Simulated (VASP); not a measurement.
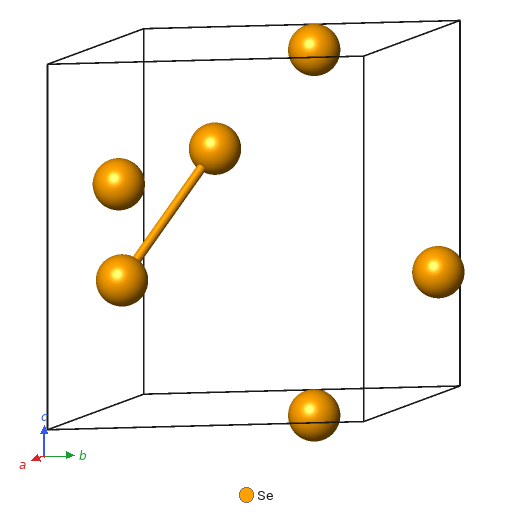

System: Se, space group P3_121 (No. 152). The picture shows the conventional cell.

Input file:
```
ALGO = Normal
EDIFF = 1E-7
ENCUT = 520
GGA = PS
ISIF = 2
ISMEAR = -1
LASPH = True
LCHARG = False
LREAL = False
LWAVE = False
NBANDS = 16
NELM = 100
PREC = Accurate
SIGMA = 0.05
```

Launched with:
```bash
cat potpaw_PBE.64/Se/POTCAR > POTCAR
mpirun -np 1 vasp_std > vasp.out
```

Computed with VASP 6.6.1: plane-wave DFT, no spin polarisation; energies at scaled volumes of the given cell, shape and fractions fixed, counted from the fit's minimum, third-order Birch-Murnaghan fit. Level: PBEsol.

```
       setting                                 value
        k mesh                                 7×7×6
   occupations                           Fermi–Dirac
smearing width                               0.05 eV
    potentials  VASP PAW PBE potentials, recommended
   wave cutoff                                520 eV
```

What does the calculation give for the energy and pressure against volume? The volume takes the values 25.63, 26.17, 26.72, 27.26, 27.81, 28.35, 28.90 Å³/atom.

A third-order Birch–Murnaghan fit gives V0 = 27.43 Å³/atom, B0 = 56.4 GPa and B′ = 4.5. The energy is 23.79 meV/atom at volume 25.63 Å³/atom and 12.46 meV/atom at 28.90 Å³/atom; the lowest computed point is at volume 27.26 Å³/atom (0.20 meV/atom), and no other minimum shows. The pressure falls from 4.47 GPa at volume 25.63 Å³/atom to −2.61 GPa at 28.90 Å³/atom, and changes sign near 27.44 Å³/atom.

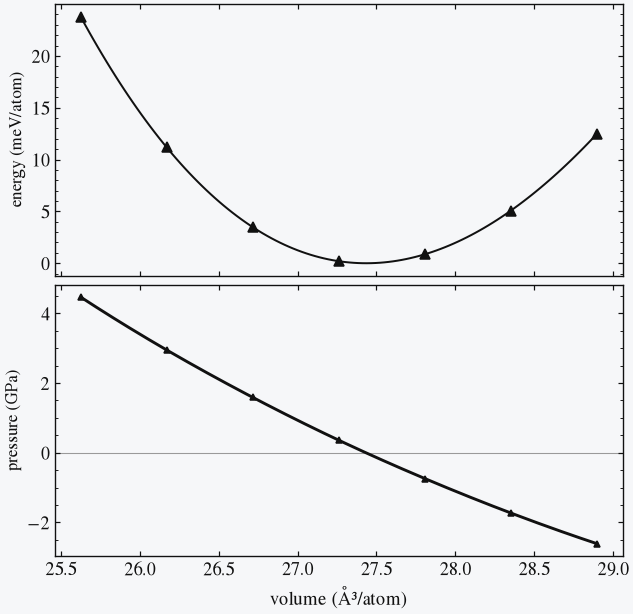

Keep in mind: shape and atomic fractions are frozen while scaling, which makes layered, chain and framework solids too stiff.
